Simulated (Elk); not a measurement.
**How CdS (Hawleyite) absorbs and reflects light**

Aim: the dielectric function of CdS (Hawleyite), and the optical constants that follow from it.

Calculated with Elk 11.2.3 (patched build); DFT, LDA, all-electron APW+lo, Dirac cores, scalar-relativistic bands, independent-particle optical response without local fields.

### Step 1. Starting point

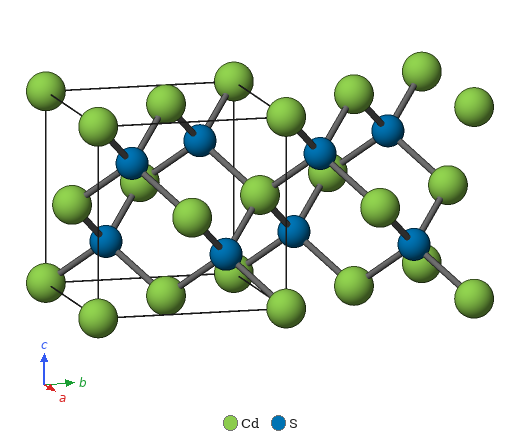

The starting structure, seen slightly off an axis (cadmium green, sulfur blue). 1×2×1 cells are drawn. This picture shows the conventional cell, with its axes. Bonds to atoms that aren't drawn are left out. Some periodic images of atoms are drawn too.

### Step 2. Ground state

The self-consistent density comes first; it also tells whether there is a gap, which decides the occupations and the need for a Drude term.

This step: DFT, LDA, all-electron APW+lo, Dirac cores, scalar-relativistic bands, ground state (Elk 11.2.3 (patched build)).

Contents of elk.in:

```
tasks
  0
  120

xctype
  3

nempty
  12

lorbcnd
  .true.

rgkmax
  7.0

swidth
  0.0018375

maxscl
  100

epsengy
  1e-05

sppath
  './'

avec
  0.000000000000 5.511386242471 5.511386242471
  5.511386242471 0.000000000000 5.511386242471
  5.511386242471 5.511386242471 0.000000000000

atoms
  2
  'Cd.in'
  1
  0.000000000000 0.000000000000 0.000000000000   0.000 0.000 0.000
  'S.in'
  1
  0.750000000000 0.750000000000 0.750000000000   0.000 0.000 0.000

ngridk
  9 9 9
```

On the command line:

```sh
OMP_NUM_THREADS=4 elk
```

Numbers of over 12 decimals in the logs are rounded to 6 here.

The log of the run:

```text
┌─────────────────────────┐
│ Elk code version 11.2.3 │
└─────────────────────────┘

All units are atomic (Hartree, Bohr, etc.)

┌─────────────────────────────────────────────────┐
│ Ground-state run starting from atomic densities │
└─────────────────────────────────────────────────┘

Lattice vectors :
   0.000000000       5.511386242       5.511386242
   5.511386242       0.000000000       5.511386242
   5.511386242       5.511386242       0.000000000

Reciprocal lattice vectors :
 -0.5700185970      0.5700185970      0.5700185970
  0.5700185970     -0.5700185970      0.5700185970
  0.5700185970      0.5700185970     -0.5700185970

Unit cell volume      :    334.8208843
Brillouin zone volume :   0.7408445084

Muffin-tin inner radius fraction :   0.1000000000E-01

Nuclei treated as point charges

Species : 1 (Cd)
 parameters loaded from : Cd.in
 name : cadmium
 nuclear charge    :   -48.00000000
 electronic charge :    48.00000000
 atomic mass :    204912.7176
 muffin-tin radius :    2.558291935
 number of radial points in muffin-tin :    597
 inner part over the whole radius :   0.9885644014E-02
 number on inner part of muffin-tin    :    425
 approximate nuclear radius :   0.8708852602E-04
 number of mesh points to nuclear radius :    214
 atomic positions (lattice), magnetic fields (Cartesian) :
  1 :   0.00000000  0.00000000  0.00000000    0.00000000  0.00000000  0.00000000

Species : 2 (S)
 parameters loaded from : S.in
 name : sulphur
 nuclear charge    :   -16.00000000
 electronic charge :    16.00000000
 atomic mass :    58450.91931
 muffin-tin radius :    2.164708561
 number of radial points in muffin-tin :    397
 inner part over the whole radius :   0.9749015900E-02
 number on inner part of muffin-tin    :    277
 approximate nuclear radius :   0.6195814986E-04
 number of mesh points to nuclear radius :    126
 atomic positions (lattice), magnetic fields (Cartesian) :
  1 :   0.75000000  0.75000000  0.75000000    0.00000000  0.00000000  0.00000000

Total number of atoms per unit cell :    2
Total muffin-tin volume :    112.6256821
 ratio of muffin-tin to unit cell volume :   0.3363759173

Spin treatment :
 spin-unpolarised

Number of Bravais lattice symmetries :   48
Number of crystal symmetries         :   24
Crystal has no inversion symmetry
Complex Hermitian eigensolver will be used

k-point grid :      9     9     9
k-point offset :    0.000000000       0.000000000       0.000000000
k-point set is reduced with full crystal symmetry group
Total number of k-points :       55

Muffin-tin radius times maximum |G+k| :    7.000000000
 using average radius
Maximum |G+k| for APW functions       :    2.964217347
Maximum (1/2)|G+k|²                   :    4.393292240
Maximum |G| for potential and density :    12.00000000
Constant for pseudocharge density :    8
 order of it for each species :   15  15
 order of it for pair densities of each species (exact exchange by exxq0 0: 15) :   11   7
Radial integration step length :    1

G-vector grid sizes :     30    30    30
Number of G-vectors :     9841

Maximum angular momentum used for
 APW functions            :    8
 outer part of muffin-tin :    6
 inner part of muffin-tin :    2

Total nuclear charge    :   -64.00000000
Total core charge       :    40.00000000
Total valence charge    :    24.00000000
Total excess charge     :    0.000000000
Total electronic charge :    64.00000000

Effective Wigner radius, rₛ :    1.076914733

Number of empty states         :     24
Total number of valence states :     37
Total number of core states    :     40

Conduction state local-orbitals added automatically
Third-order local-orbitals added for an l without core states : F
Total number of local-orbitals :    120

Exchange-correlation functional :      3     0     0
 Perdew-Wang/Ceperley-Alder, Phys. Rev. B 45, 13244 (1992)
 gradient requirement :    0
 local density approximation (LDA)

Smearing type :    3
 Fermi-Dirac
Smearing width :   0.1837500000E-02
Effective electronic temperature (K) :    580.2366081

Mixing type :    3
 Broyden mixing, J. Phys. A: Math. Gen. 17, L317 (1984)

Kohn-Sham potential initialised from atomic data

┌──────────────────────────────┐
│ Self-consistent loop started │
└──────────────────────────────┘

┌─────────────────┐
│ Loop number : 1 │
└─────────────────┘

Energies :
 Fermi                       :     0.20829982884276E-02
 sum of occupied eigenvalues :     -3587.7385544521
 electron kinetic            :      6258.1469639302
 core electron kinetic       :      6058.8643966894
 Coulomb                     :     -12073.381365015
 Coulomb potential           :     -9614.1977152001
 nuclear-nuclear             :     -588.28305535206
 electron-nuclear            :     -13367.877001112
 Hartree                     :      1882.7786914498
 Madelung                    :     -7266.2825074145
 xc potential                :     -231.68780318221
 exchange                    :     -168.23338499792
 correlation                 :     -5.827398
 electron entropic           :    -0.10188209298308E-09
 total energy                :     -5989.2951836016

Density of states at Fermi energy :   0.1780209839E-05
 (states/Hartree/unit cell)

Estimated indirect band gap :   0.5626587254E-01
 from k-point 1 to k-point 1
Estimated direct band gap   :   0.5626587254E-01
 at k-point 1

Charges :
 core                        :    40.00000000
 valence                     :    24.00000000
 interstitial                :    2.872982871
 muffin-tins (core leakage)
  species : 1 (Cd)
   atom 1                    :    46.40991674     (  0.3221665387E-03)
  species : 2 (S)
   atom 1                    :    14.71710039     (  0.8240206399E-04)
 total in muffin-tins        :    61.12701713
 total calculated charge     :    63.99923275
 total charge                :    64.00000000
 error                       :   0.7672530748E-03

┌─────────────────┐
│ Loop number : 2 │
└─────────────────┘

Energies :
 Fermi                       :     0.31781792985929E-02
 sum of occupied eigenvalues :     -3587.7273999990
 electron kinetic            :      6257.8902459868
 core electron kinetic       :      6058.6769636172
 Coulomb                     :     -12073.426809219
 Coulomb potential           :     -9614.1428354928
 nuclear-nuclear             :     -588.28305535206
 electron-nuclear            :     -13368.021120699
 Hartree                     :      1882.8773668323
 Madelung                    :     -7266.3553914728
 xc potential                :     -231.47481049296
 exchange                    :     -168.23487398675
 correlation                 :     -5.827395
 electron entropic           :    -0.11440271059232E-09
 total energy                :     -5989.5988317200

Density of states at Fermi energy :   0.2014482290E-05
 (states/Hartree/unit cell)

Estimated indirect band gap :   0.5580718275E-01
 from k-point 1 to k-point 1
Estimated direct band gap   :   0.5580718275E-01
 at k-point 1

Charges :
 core                        :    40.00000000
 valence                     :    24.00000000
 interstitial                :    2.875438835
 muffin-tins (core leakage)
  species : 1 (Cd)
   atom 1                    :    46.41440343     (  0.3217780349E-03)
  species : 2 (S)
   atom 1                    :    14.71015773     (  0.8247304987E-04)
 total in muffin-tins        :    61.12456117
 total calculated charge     :    63.99923475
 total charge                :    64.00000000
 error                       :   0.7652496487E-03

RMS change in Kohn-Sham potential (target) :   0.1525874009     (  0.1000000000E-05)
Absolute change in total energy (target)   :   0.3036481184     (  0.1000000000E-04)

[... 12 loops left out ...]

┌──────────────────┐
│ Loop number : 15 │
└──────────────────┘

Energies :
 Fermi                       :     0.107292
 sum of occupied eigenvalues :     -3583.3168340111
 electron kinetic            :      6259.6414427484
 core electron kinetic       :      6059.1267962314
 Coulomb                     :     -12074.602665844
 Coulomb potential           :     -9612.2254145320
 nuclear-nuclear             :     -588.28305535206
 electron-nuclear            :     -13372.233938259
 Hartree                     :      1885.9143277670
 Madelung                    :     -7268.4899585782
 xc potential                :     -230.73286222739
 exchange                    :     -168.25974297744
 correlation                 :     -5.826238
 electron entropic           :    -0.46875614865998E-07
 total energy                :     -5989.0472036822

Density of states at Fermi energy :   0.1361431032E-02
 (states/Hartree/unit cell)

Estimated indirect band gap :   0.3165420397E-01
 from k-point 1 to k-point 1
Estimated direct band gap   :   0.3165420397E-01
 at k-point 1

Charges :
 core                        :    40.00000000
 valence                     :    24.00000000
 interstitial                :    2.993637041
 muffin-tins (core leakage)
  species : 1 (Cd)
   atom 1                    :    46.60379170     (  0.3070224771E-03)
  species : 2 (S)
   atom 1                    :    14.40257126     (  0.8235458327E-04)
 total in muffin-tins        :    61.00636296
 total calculated charge     :    63.99933108
 total charge                :    64.00000000
 error                       :   0.6689159588E-03

RMS change in Kohn-Sham potential (target) :   0.2354756536E-07 (  0.1000000000E-05)
Absolute change in total energy (target)   :   0.4609102689E-05 (  0.1000000000E-04)

Convergence targets achieved

┌──────────────────┐
│ Loop number : 16 │
└──────────────────┘

Energies :
 Fermi                       :     0.107292
 sum of occupied eigenvalues :     -3583.3168334115
 electron kinetic            :      6259.6414439501
 core electron kinetic       :      6059.1267975358
 Coulomb                     :     -12074.602666337
 Coulomb potential           :     -9612.2254148415
 nuclear-nuclear             :     -588.28305535206
 electron-nuclear            :     -13372.233938910
 Hartree                     :      1885.9143279248
 Madelung                    :     -7268.4899589165
 xc potential                :     -230.73286252014
 exchange                    :     -168.25974299070
 correlation                 :     -5.826238
 electron entropic           :    -0.46875243149187E-07
 total energy                :     -5989.0472029872

Density of states at Fermi energy :   0.1361419070E-02
 (states/Hartree/unit cell)

Estimated indirect band gap :   0.3165423617E-01
 from k-point 1 to k-point 1
Estimated direct band gap   :   0.3165423617E-01
 at k-point 1

Charges :
 core                        :    40.00000000
 valence                     :    24.00000000
 interstitial                :    2.993637059
 muffin-tins (core leakage)
  species : 1 (Cd)
   atom 1                    :    46.60379168     (  0.3070224817E-03)
  species : 2 (S)
   atom 1                    :    14.40257126     (  0.8235458339E-04)
 total in muffin-tins        :    61.00636294
 total calculated charge     :    63.99933108
 total charge                :    64.00000000
 error                       :   0.6689159683E-03

┌──────────────────────────────┐
│ Self-consistent loop stopped │
└──────────────────────────────┘

Warning : core states of species 1 leak from the muffin-tin :   0.3070224817E-03

Wrote STATE.OUT
```

The job ended after 16 s (4 threads of Intel Xeon at 2.70GHz, shared host; peak memory 0.09 GiB; 50 s of CPU time).

Read-outs, printed or worked out from the files:

```
total energy           : -5989 Ha
Fermi energy           : 2.920 eV
DOS at the Fermi level : 5.00e-5 states/eV/cell
gap on the k-mesh      : 0.8614 eV
direct gap on the mesh : 0.8614 eV
```

There is a gap, 0.86 eV on this mesh (points off the mesh can give less), so no carriers' term is needed.

### Step 3. Independent particles

With the density converged, the vertical transitions are summed over the zone.

This step: DFT, LDA, all-electron APW+lo, Dirac cores, scalar-relativistic bands, independent-particle optical response without local fields (Elk 11.2.3 (patched build)).

elk.in, as its differences from that of step 2:

```diff
@@ -1,4 +1,6 @@
 tasks
-  0
-  120
+  121
+
+optcomp
+  1 1
 
@@ -17,9 +19,7 @@
 swidth
-  0.0018375
+  0.0055124
 
-maxscl
-  100
-
-epsengy
-  1e-05
+wplot
+  400 100 0
+  0.0 0.58799
```

On the command line:

```sh
OMP_NUM_THREADS=4 elk
```

The log of the run:

```text
┌─────────────────────────────────┐
│ Elk code version 11.2.3 started │
└─────────────────────────────────┘

┌────────────────────┐
│ Current task : 121 │
└────────────────────┘
Info(checkmt): changed muffin-tin radius of species 1 (Cd) from   2.6000 to   2.5583
Info(checkmt): changed muffin-tin radius of species 2 (S) from   2.2000 to   2.1647

Info(dielectric):
 dielectric tensor written to EPSILON_ij.OUT
 optical conductivity written to SIGMA_ij.OUT
 for components
  i = 1, j = 1

┌──────────────────┐
│ Elk code stopped │
└──────────────────┘
```

Elapsed: 1.5 s, on 4 threads; peak memory 0.03 GiB; 5.6 s of CPU time.

Numbers from this step:

| Quantity | Value |
| --- | --- |
| electronic dielectric constant ε∞, mean over x, y and z (by symmetry where fewer were run) | 7.587 |

The Im ε, E ∥ x has structure finer than the step of the table below, so its rows give means over 1 eV, whole bins alone (the curve runs from 0 to 16.0 eV). Peaks (eV: height): 0.9: 2.79, 1.8: 3.23, 3.4: 5.07, 4.0: 6.57, 6.0: 9.97, 7.6: 8.24.

Sum at mesh points, not converged in k; values under the direct gap are tails of Lorentzian lines. Im ε, E ∥ x against photon energy; means over each step:

```
photon energy (eV)  Im ε, E ∥ x
                 1         1.28
                 2         2.07
                 3         3.37
                 4         4.72
                 5         5.81
                 6         7.78
                 7         6.78
                 8         5.28
                 9         2.51
                10         1.69
                11         1.58
                12         1.22
                13        0.908
                14        0.956
                15        0.718
```

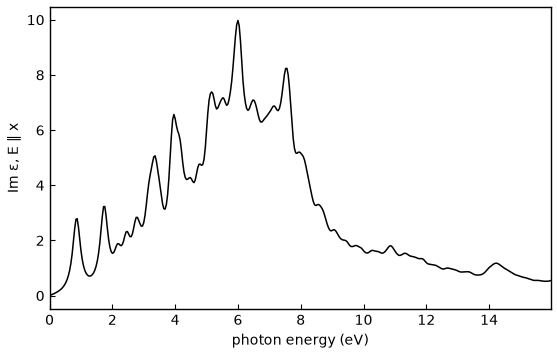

Im ε, E ∥ x, plotted against photon energy.

The reflectivity at normal incidence, E ∥ x has structure finer than the step of the table below, so its rows give means over 1 eV, whole bins alone (the curve runs from 0 to 16.0 eV). Peaks (eV: height): 0.8: 24.6, 3.3: 26.7, 3.9: 29.4, 6.1: 38.9, 7.7: 47.7, 8.3: 48.3, 11.0: 30.2.

Sum at mesh points, not converged in k. The reflectivity at normal incidence, E ∥ x by photon energy; means over each step:

```
photon energy (eV)  reflectivity at normal incidence, E ∥ x (%)
                 1                                         21.7
                 2                                         21.8
                 3                                         24.2
                 4                                         24.9
                 5                                         27.2
                 6                                         33.3
                 7                                         33.5
                 8                                         45.5
                 9                                         43.6
                10                                         33.7
                11                                         27.5
                12                                         28.3
                13                                         22.8
                14                                         15.6
                15                                         21.4
```

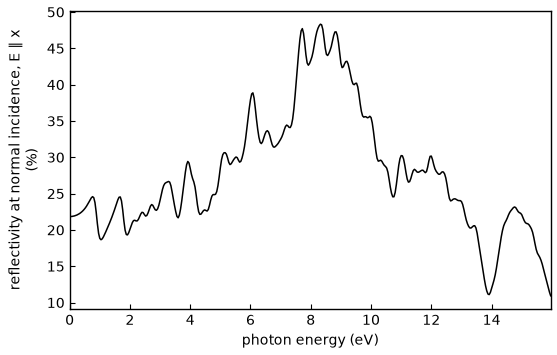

Reflectivity at normal incidence, E ∥ x, plotted against photon energy.

The loss function −Im 1/ε at q → 0, E ∥ x has structure finer than the step of the table below, so its rows give means over 1 eV, whole bins alone (the curve runs from 0 to 16.0 eV). Peaks (eV: height): 13.6: 1.34, 15.7: 1.83.

Sum at mesh points, not converged in k; values under the direct gap are tails of Lorentzian lines. The loss function −Im 1/ε at q → 0, E ∥ x by energy loss; means over each step:

```
energy loss (eV)  loss function −Im 1/ε at q → 0, E ∥ x
               1                                 0.0237
               2                                 0.0384
               3                                 0.0508
               4                                 0.0815
               5                                 0.0835
               6                                  0.112
               7                                  0.146
               8                                  0.158
               9                                  0.270
              10                                  0.472
              11                                  0.573
              12                                  0.720
              13                                   1.06
              14                                   1.05
              15                                   1.41
```

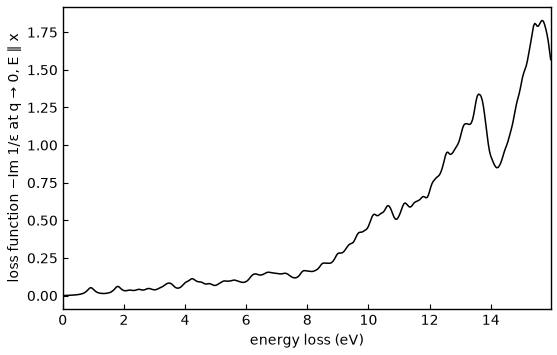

Loss function −Im 1/ε at q → 0, E ∥ x against energy loss.

Optical constants at common wavelengths, from n + ik = √ε:

```
wavelength (nm)     n      k  R (%)     1/α
           1550  2.89  0.419   24.4  295 nm
           1064  2.57  0.158   19.4  536 nm
            633  2.54  0.316   19.6  159 nm
            450  2.77  0.509   23.4   70 nm
            405  2.91  0.534   25.2   60 nm
            365  2.66  0.924   25.3   31 nm
            308  2.65  1.180   28.0   21 nm
```

Below the direct gap, k and the depth come from the tails of the Lorentzian lines, not from transitions.

Rows near the edge hang on the gap, which this functional as a rule makes too small, and phonon-assisted absorption is left out.

### Step 4. Results

| Property | Result |
| --- | --- |
| electronic dielectric constant ε∞, mean over x, y and z (by symmetry where fewer were run) (independent particles) | 7.59 |

**Reading.** At this level (LDA, independent particles) CdS has ε∞ = 7.59 and n = 2.89 at 1550 nm. On the mesh the gap is 0.86 eV and the least direct gap 0.86 eV. Excitons and phonon-assisted transitions are missing, and so are local fields; LDA gaps are as a rule too small, which pulls the onset down and ε∞ up. The sum runs over mesh points 0.21 Å⁻¹ apart with no interpolation, so peaks are partly noise of the mesh; over so small a direct gap single mesh points weigh heavily, so ε∞, n and their changes from run to run can be far off.

[Machine, clock and banner lines and Python warnings are left out of the logs.]

[Logs are printed without paths, hosts, clocks, repeated set-up lines and the standing remarks that a program may print on its own settings, such as how far it seeks lower states.]

[Hosts, paths, dates, database ids (printed as entryN), source tags and the programs' standing remarks are cut or masked in the printed files.]
